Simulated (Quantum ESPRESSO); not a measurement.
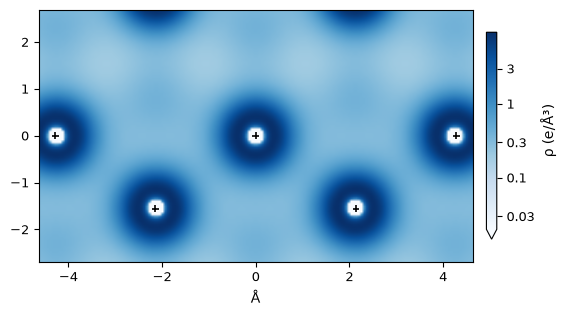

The valence charge density (pseudo) on a plane through atoms (crosses mark nuclei in the plane).

All numbers below come from Kohn-Sham DFT of a periodic cell, PBEsol, GBRV 1.5 PBEsol in Quantum ESPRESSO 7.5.

Candidates:
A. PtSe$_{2}$, a = 3.72 Å, b = 3.72 Å, c = 5.06 Å, α = 90.00°, β = 90.00°, γ = 120.00°. Space group P-3m1; not relaxed (largest force 0.3 eV/Å).
B. BN, a = 2.50 Å, b = 2.50 Å, c = 6.64 Å, α = 90.00°, β = 90.00°, γ = 120.00°. Space group P6₃/mmc; computed pressure about 3 GPa in this cell.
C. Ru, a = 2.71 Å, b = 2.71 Å, c = 4.28 Å, α = 90.00°, β = 90.00°, γ = 120.00°. Space group P6₃/mmc; computed pressure about −7 GPa in this cell.

**Which candidate gave the map?**

Candidate C: Ru on the (110) plane of the conventional cell, which holds Ru. Ru–Ru (2.65 Å): the density is about 0.43 e/Å³ at the midpoint.
